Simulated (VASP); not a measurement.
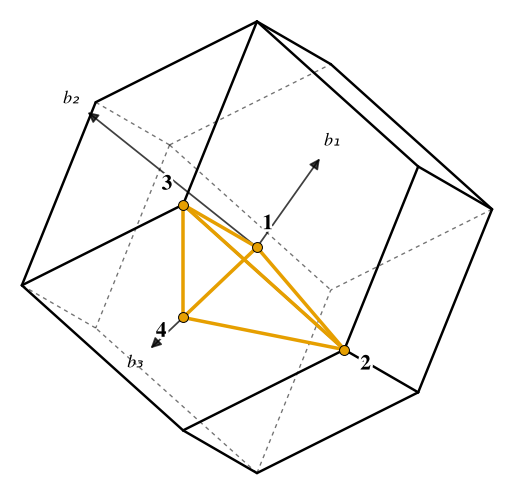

For Zr, the end point of a relaxation with VASP Kohn-Sham DFT of a periodic cell, PBE, VASP PAW PBE potentials, gw, light (VASP): the first Brillouin zone of a body-centred cubic lattice (cI; extended symbol cI1) is drawn with its special points numbered. Geometry calculated from the standardised cell; symmetry tolerance 0.002 Å.

a = 3.567 Å, b = 3.567 Å, c = 3.567 Å, α = 90.00°, β = 90.00°, γ = 90.00°.

Labels and path follow the convention of Hinuma et al. (2017), as computed by seekpath; the arrows show the directions of the reciprocal primitive vectors b₁, b₂, b₃, in which coordinates are given.

Q: Give the label and coordinates of each numbered point.

A:
```
no.  label       coordinates
  1      Γ         (0, 0, 0)
  2      H  (1/2, −1/2, 1/2)
  3      P   (1/4, 1/4, 1/4)
  4      N       (0, 0, 1/2)
```
